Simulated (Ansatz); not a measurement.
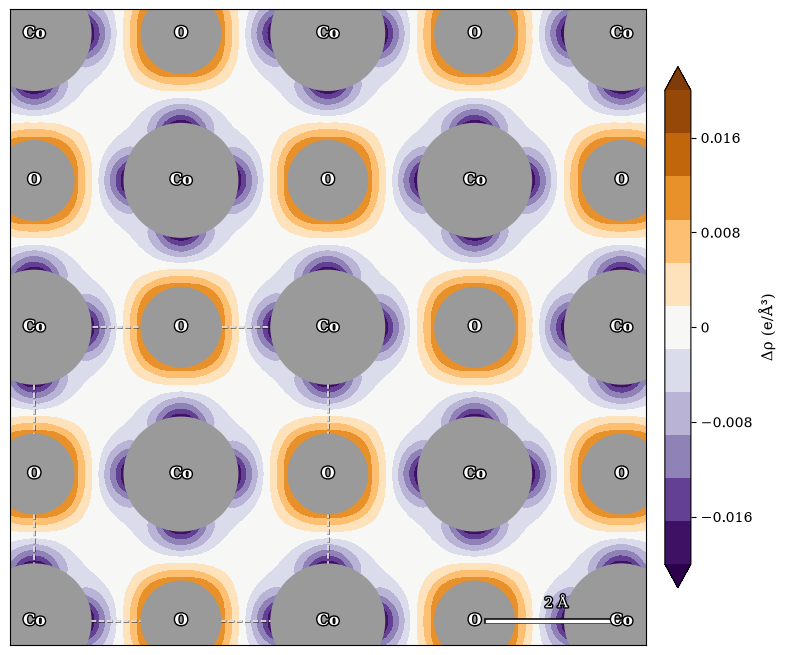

CoO: difference of two self-consistent densities at the same geometry, ρ(PBEsol) − ρ(LDA), on the (010) plane of the conventional cell. Grey discs cover the cores, where the PAW densities can't be compared. Cores are masked to 0.8 Å (Co) and 0.6 Å (O).

Space group Fm-3m; spin-polarised. It comes out metallic at this level (no Hubbard term), which in such compounds can be an artefact.

Both runs: Ansatz, scalar-relativistic, plane waves and PAW, same cutoff, k-points and PAW files (made with PBE).

Q: How does the change of level move the electrons?

A: Against LDA, and outside the masked cores, the largest gain lies at the edge of the masked core of O, and the largest loss lies at the edge of the masked core of Co.
Bader charges are Co +1.18 and O −1.18 e with LDA and Co +1.22 and O −1.22 e with PBEsol.
At this volume the pressure is −19 GPa with LDA and −11 GPa with PBEsol.
The integrated |spin density| goes from 2.9 to 3.0 μB in the cell of the calculation.
